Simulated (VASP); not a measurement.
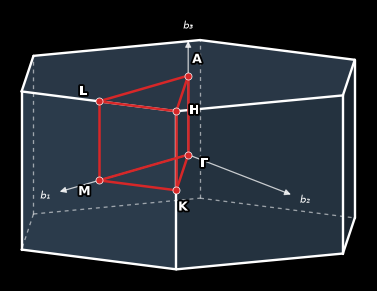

The figure shows the first Brillouin zone with its special points and a band path. Crystal: Al, a cell listed in the Materials Project, as set up for an electronic-structure calculation. Symmetry computed with spglib at a tolerance of 0.002 Å; standard conventional cell.

Labels and path follow the convention of Hinuma et al. (2017), as computed by seekpath; the arrows show the directions of the reciprocal primitive vectors b₁, b₂, b₃.

Question: Name the Bravais lattice of the crystal.

Answer: A primitive hexagonal lattice (hP; extended symbol hP2). The zone is a hexagonal prism in its combinatorial type: 8 faces (6 with 4 edges, 2 with 6 edges), 18 edges, 12 vertices.

Question: In which order does the conventional band path visit the special points?

Answer: Γ–M–K–Γ–A–L–H–A | L–M | H–K
